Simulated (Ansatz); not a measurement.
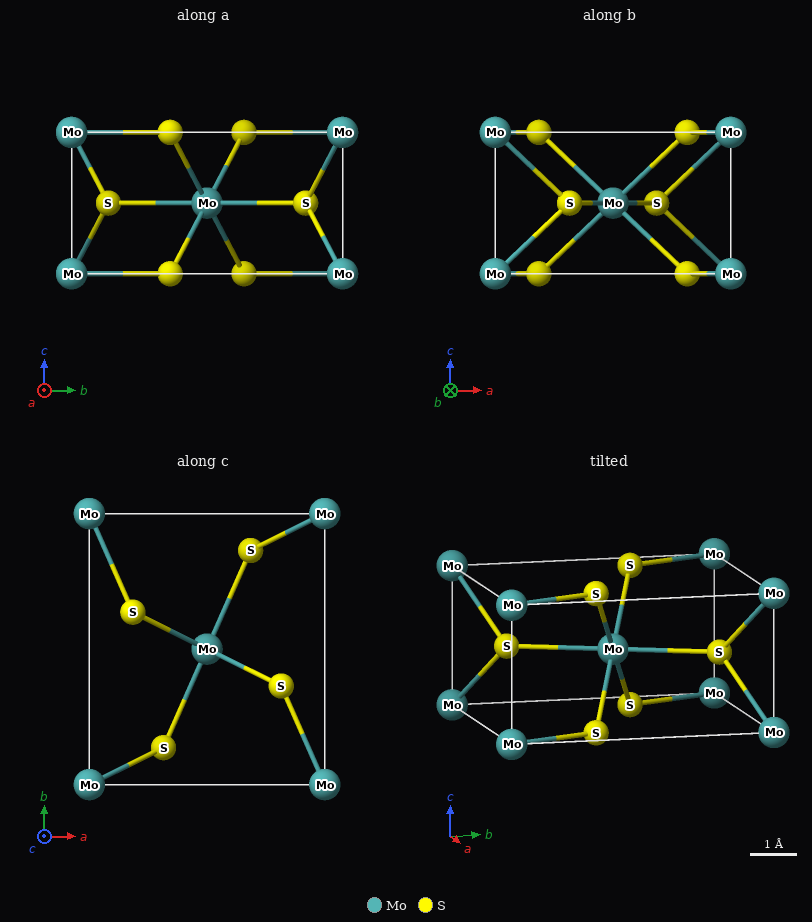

The image is a ball-and-stick drawing of a crystal, viewed along the a axis, along the b axis, along the c axis and slightly off an axis. One conventional unit cell is outlined, and atoms on its boundary appear in each equivalent place.

Lattice parameters: a = 5.167 Å, b = 5.948 Å, c = 3.102 Å, α = 90.00°, β = 90.00°, γ = 90.00°.

Q: From the views, write a table of Wyckoff sites, with free fractional coordinates to two decimals.

A: Space group Pnnm (No. 58).
```tsv
atom	site	x	y	z
Mo	2a	0.50	0.50	0.50
S	4g	0.68	0.86	0.50
```

The cell started as a structure type filled with these elements by a generator (whether the compound takes this form wasn't checked). It was relaxed with Ansatz 0.2.0, DFT, PBEsol, plane waves, PAW.
